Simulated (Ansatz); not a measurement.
# Si: what the fields show

Input

```
crystal:
  lattice:
    - [4.7155229196, -2.722508427, -1.8887253244]
    - [0.0, 0.0, -5.6661759732]
    - [4.7155229196, 8.1675252811, 0.0]
  atoms:
    - { symbol: Si, position: [0.0527411835, 0.2331349598, 0.2492841929] }
    - { symbol: Si, position: [0.5527411835, 0.7331349598, 0.7492841929] }
    - { symbol: Si, position: [0.9472588165, 0.7668650402, 0.7507158071] }
    - { symbol: Si, position: [0.4472588165, 0.2668650402, 0.2507158071] }
    - { symbol: Si, position: [0.5, 0.7875785375, 0.5] }
    - { symbol: Si, position: [0.0, 0.2875785375, 1.0] }
    - { symbol: Si, position: [0.6524443024, 0.8651365449, 0.1510126882] }
    - { symbol: Si, position: [0.1524443024, 0.3651365449, 0.6510126882] }
    - { symbol: Si, position: [0.900296881, 0.1158523521, 0.5982715047] }
    - { symbol: Si, position: [0.400296881, 0.6158523521, 0.0982715047] }
    - { symbol: Si, position: [0.3475556976, 0.1348634551, 0.8489873118] }
    - { symbol: Si, position: [0.8475556976, 0.6348634551, 0.3489873118] }
    - { symbol: Si, position: [0.5, 0.2124214625, 0.5] }
    - { symbol: Si, position: [0.0, 0.7124214625, 1.0] }
    - { symbol: Si, position: [0.099703119, 0.8841476479, 0.4017284953] }
    - { symbol: Si, position: [0.599703119, 0.3841476479, 0.9017284953] }
basis:
  ecutwfc: 500
kpoints:
  mp_grid: { grid: [7, 7, 4] }
hamiltonian:
  xc: r2scan
scf:
  occupations: { method: gaussian, width: 0.15 }
output:
  forces: true
  stress: true
  eigenvalues: true
  write_density: true
  write_potential: true
  elf: true
  volumetric_format: npy
```

Command:

```sh
ansatz run input.yaml --threads 2 --pin off --max-ram 5120MiB --backend cpu --events-out ev --progress --plain --runs-dir out
```

Space group R-3; a structure from a database of computed crystals, not necessarily the ambient phase.

All numbers below come from Ansatz, DFT r2SCAN, scalar-relativistic, plane waves, PAW.

Core electrons are frozen (PAW), and the valence fields are smoothed inside the atomic spheres.

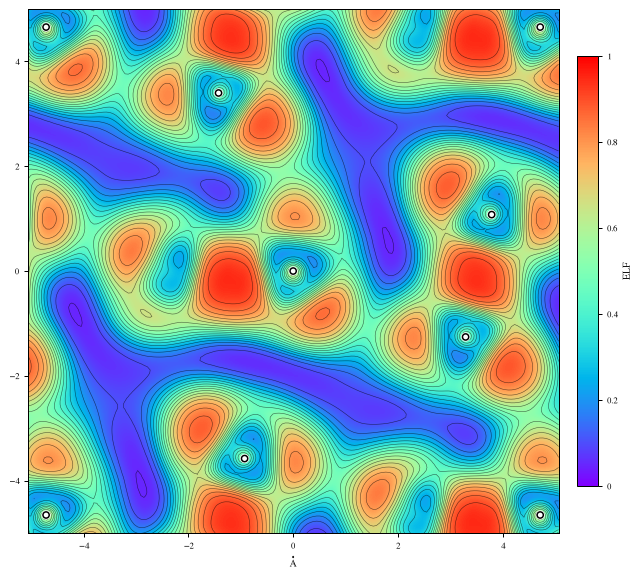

Figure 1. ELF on the (11̄0) plane of the calculation cell. Circles mark the nuclei in the plane (Si).

Question: Describe what can be read from this map.

Answer:
- Atoms in the plane: Si.
- Atoms just off the plane (Si, 0.4 Å away) can leave unmarked features too.
- Si–Si (2.39 Å): the ELF peaks at about 0.95 between the atoms (a covalent bond).

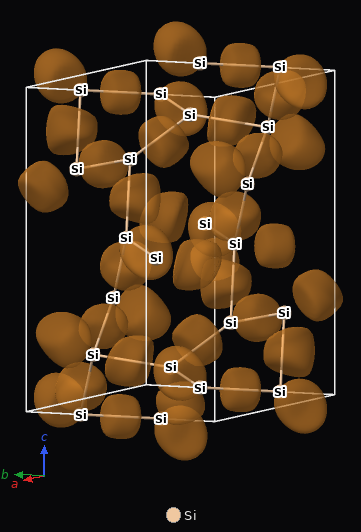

Figure 2. Isosurface of the ELF at 0.75 (orange), seen at an oblique angle. Core shells and regions of very low density are left out. Sticks mark near contacts.

Question: Identify the bonds, lone pairs and shells in this picture.

Answer: At this value the surface marks out 32 regions between bonded Si–Si atoms (shared pairs), counted in one cell of 16 atoms. Any copies at cell faces, edges or corners count once. Profiles from the grid: Si–Si (2.34 Å): the ELF peaks at about 0.95 between the atoms, as expected for a covalent bond.
